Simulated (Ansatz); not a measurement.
System: SnO₂, space group I4_1/amd (No. 141).

The given structure:
```
CELL_PARAMETERS angstrom
-1.99954 1.99954 5.10209
1.99954 -1.99954 5.10209
1.99954 1.99954 -5.10209
ATOMIC_POSITIONS crystal
Sn 0.75000 0.25000 0.50000
Sn 0.00000 0.00000 0.00000
O 0.79637 0.79637 0.00000
O 0.95363 0.45363 0.50000
O 0.20363 0.20363 0.00000
O 0.54637 0.04637 0.50000
```

Displacement pattern for amplitude 1 (x, y, z for each atom, in the order of the cell):
| atom | x | y | z |
| --- | --- | --- | --- |
| Sn1 | 0.11 | −0.02 | 0.00 |
| Sn2 | 0.11 | −0.02 | 0.00 |
| O3 | −1.00 | −0.03 | 0.00 |
| O4 | −1.00 | −0.03 | 0.00 |
| O5 | 0.16 | 0.16 | 0.00 |
| O6 | 0.16 | 0.16 | 0.00 |

Calculation (Ansatz 0.2.0): a normal mode of the cell frozen into a crystal at growing amplitude, by plane-wave density functional theory with PAW datasets, free energies less that of the undisturbed cell, pressure positive in compression; scalar-relativistic. Level: r2SCAN, no spin polarisation.

wave cutoff 500 eV; k mesh 10×10×10; occupations Gaussian; smearing width 0.05 eV; k shift (0, 0, 0) (mesh steps); start relaxed.

Describe the result: the energy change, force along the mode, pressure and gap on the k mesh against mode amplitude. The mode amplitude takes the values −0.300, −0.150, 0.000, 0.075, 0.225 Å.

The energy rises on both sides of the starting structure, which is therefore a minimum along this path. The energy change is 2681.3 meV/cell at mode amplitude −0.300 Å and 1353.7 meV/cell at 0.225 Å; the lowest computed point is at mode amplitude 0.000 Å (0.0 meV/cell), and no other minimum shows. The force along the mode falls from 22.2 eV/Å at mode amplitude −0.300 Å to −13.8 eV/Å at 0.225 Å, and changes sign near 0.00 Å. The pressure goes from 18.8 GPa at mode amplitude −0.300 Å to 10.1 GPa at 0.225 Å, not monotonically, with a low of 0.0 GPa at 0.000 Å. The gap on the k mesh stays open and runs from 2.438 eV at mode amplitude −0.300 Å to 2.399 eV at 0.225 Å, with its least value, 2.335 eV, at 0.000 Å.

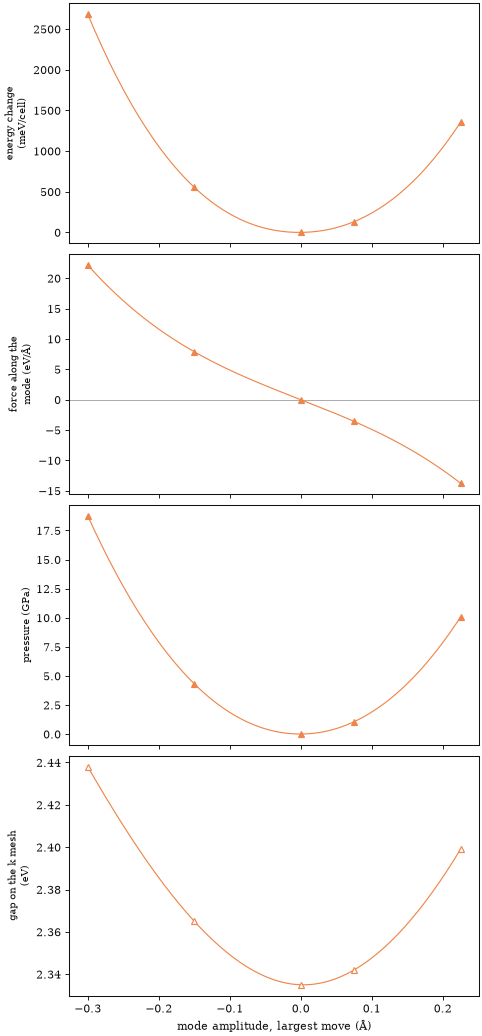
